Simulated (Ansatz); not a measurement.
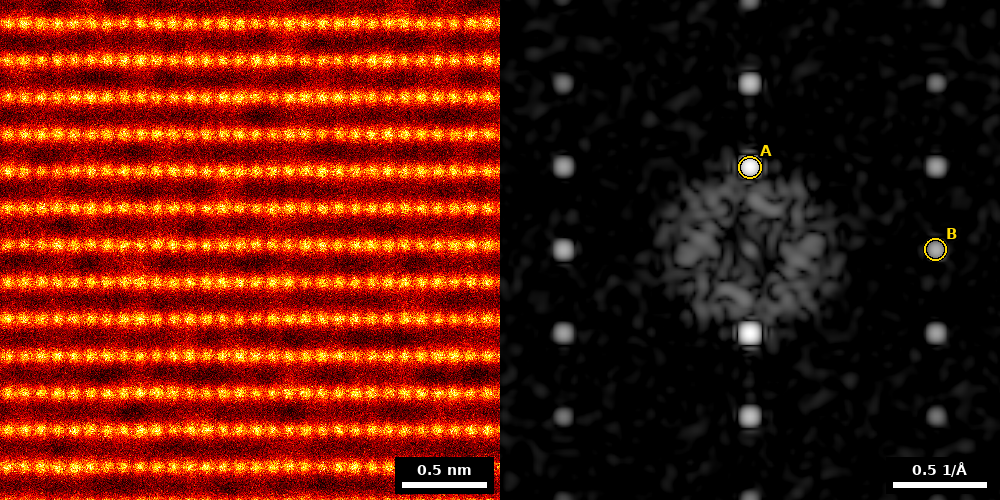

Integrated-DPC-like image of Ge (Fm-3m, No. 225) along [210]. Simulated as the projected potential of neutral atoms (B = 0.3 Å²) blurred by a 0.50 Å probe, the thin-sample limit of integrated differential phase contrast. Shot noise and the speckle of an amorphous layer were added. Structure: the end point of a relaxation with Ansatz 0.2.0, DFT, BLYP, plane waves (420 eV) with PAW, scalar-relativistic; the starting structure was generated, so it need not be a known form of this composition.

The right panel is the modulus of the image's Fourier transform on a logarithmic scale.

a = 4.436 Å, b = 4.436 Å, c = 4.436 Å, α = 90.00°, β = 90.00°, γ = 90.00°

> Index the marked spots and give their plane spacings (the zone axis points at the viewer; indices equivalent by symmetry, or all signs reversed, are as good).

A: (0 0 -2), d = 2.22 Å; B: (2 -4 0), d = 0.99 Å. A and B enclose 90°, and every spot obeys the zone law hu + kv + lw = 0 for [210].
